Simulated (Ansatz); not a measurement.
System: Pb, space group Fm-3m (No. 225) (one of a set of cubic test structures, which need not be the stable phase).

One of the inputs:
```
crystal:
  lattice:
    - [0.0, 2.498120296774, 2.498120296774]
    - [2.498120296774, 0.0, 2.498120296774]
    - [2.498120296774, 2.498120296774, 0.0]
  atoms:
    - { symbol: Pb, position: [0.0, 0.0, 0.0] }
kpoints:
  mp_grid: { grid: [6, 6, 6] }
hamiltonian:
  xc: hse06
  pseudopotentials: { kind: paw, source: ansatz }
scf:
  occupations: { method: fermi_dirac, width: 0.1 }
  convergence: { dr2_threshold: "1e-10 eV" }
  exx: { energy_threshold: "1e-8 eV", singularity: regularized }
output:
  forces: true
  stress: true
  eigenvalues: true
```

Launched with:
```bash
ansatz run input.yaml --threads 2
```

Calculation (Ansatz 0.2.0 development build): equation of state of a cubic crystal from periodic Kohn-Sham density functional theory without spin, third-order Birch-Murnaghan fit to the free energies; pressure corrected for the finite basis. Level: HSE06, no spin-orbit coupling.

structure type fcc; atoms in cell 1; space group number 225; lattice centring face-centred primitive; k mesh 6×6×6; occupation method Fermi–Dirac; occupation width 0.1 eV; wave cutoff 580 eV; datasets hand-made PAW; density tolerance 0 eV; bands 15; density cutoff ratio 4; search for lower states default; exchange singularity regularized.

What does the calculation give for the energy above the lowest point against volume? The volume takes the values 29.27, 30.23, 31.18, 32.13, 33.09 Å³/atom.

A third-order Birch–Murnaghan fit gives V0 = 31.87 Å³/atom, B0 = 39.3 GPa and B′ = 4.9. The energy above the lowest point is 30.5 meV/atom at volume 29.27 Å³/atom and 5.0 meV/atom at 33.09 Å³/atom; the lowest computed point is at volume 32.13 Å³/atom (0.0 meV/atom), and no other minimum shows among the points.

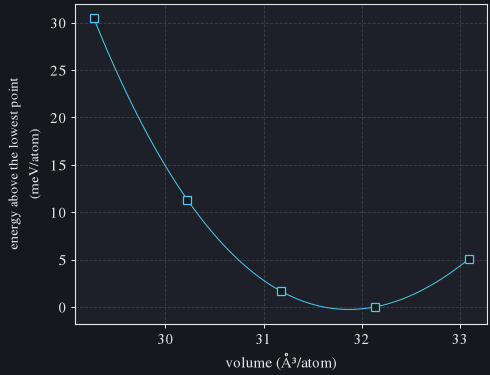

Keep in mind: modest k-mesh, values are not fully converged in k; no spin-orbit coupling with 6p elements.
